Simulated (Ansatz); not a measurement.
Geometry optimisation.

Program: Ansatz.

```
crystal:
  lattice:
    - [2.9468305502, 0.0, 0.0]
    - [0.0, 2.9468305502, 0.0]
    - [0.0, 0.0, 2.9468305502]
  atoms:
    - { symbol: Al, position: [0.5, 0.5, 0.5] }
    - { symbol: Co, position: [0.0, 0.0, 0.0], spin: 0.35 }
basis:
  ecutwfc: 420
kpoints:
  mp_grid: { grid: [6, 6, 6] }
hamiltonian:
  xc: pbe
scf:
  occupations: { method: gaussian, width: 0.1 }
output:
  forces: true
  stress: true
  eigenvalues: true
  populations: true
magnetization:
  spin_polarized: true
relax:
  adjacent_minimum: "off"
  f_tol: 0.05
  max_steps: 60
  cell: { stress_tol: 0.5 }
```

How does the optimisation go?

Answer. The optimisation met its thresholds at geometry 4, counting the start as the first. The energy fell by about 54 meV/atom from the first step to the last. All forces vanish by symmetry, so only the cell moves. The volume shrinks from 12.79 to 11.65 Å³ per atom (−9.0 %), as the pressure goes from −14 GPa to about 0 GPa.

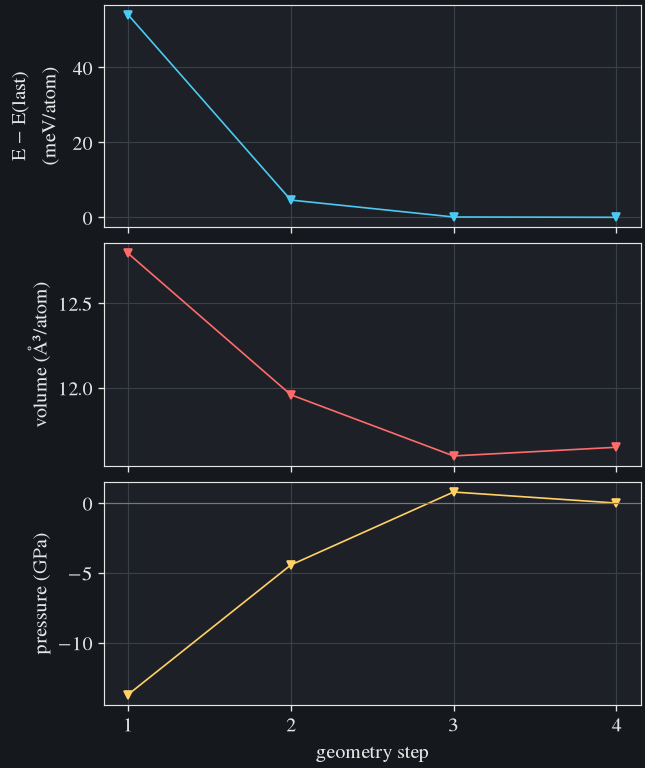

History of the run, step by step. Atoms and cell relax. A closing SCF on a freshly chosen basis isn't drawn.
